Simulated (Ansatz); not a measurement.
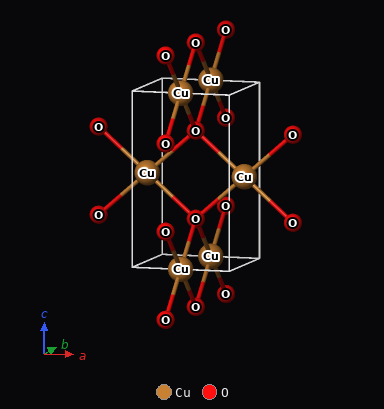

A ball-and-stick picture of a crystal structure, seen slightly off an axis. The parallelepiped is the simulation cell. Atoms just outside the outline that bond to atoms inside are added.

```yaml
crystal:
  lattice:
    - [2.08232, -2.08820, 0.00000]
    - [2.08232, 2.08820, 0.00000]
    - [0.00000, 0.00000, 5.15050]
  atoms:
    - { symbol: Cu, position: [0.00000, 0.50000, 0.50000] }
    - { symbol: Cu, position: [0.50000, 0.00000, 0.00000] }
    - { symbol: O, position: [0.50000, 0.50000, 0.75000] }
    - { symbol: O, position: [0.50000, 0.50000, 0.25000] }
```

Setup: DFT PBE, scalar-relativistic, plane waves, PAW in Ansatz 0.2.0; a 420 eV plane-wave basis, k-grid 16×16×10, Gaussian smearing of 0.1 eV, no spin polarisation.

Q: List the Bader charges.

A: Cu +0.97 e; O -0.97 e.

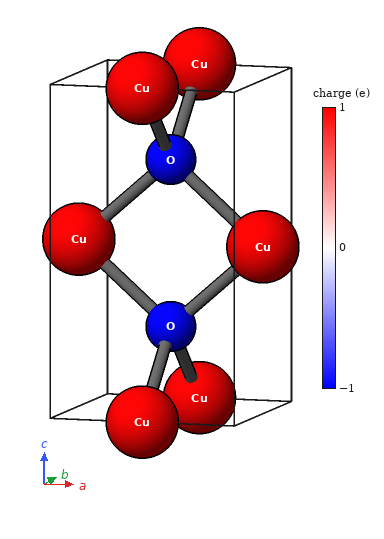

The atoms coloured by those charges.

Starting structure: a structure listed in the Materials Project. Earlier steps of the study, as a rule a relaxation of our own, may have changed the cell and positions, so they can lie some per cent off the listed ones. It went into a calculation with Ansatz.
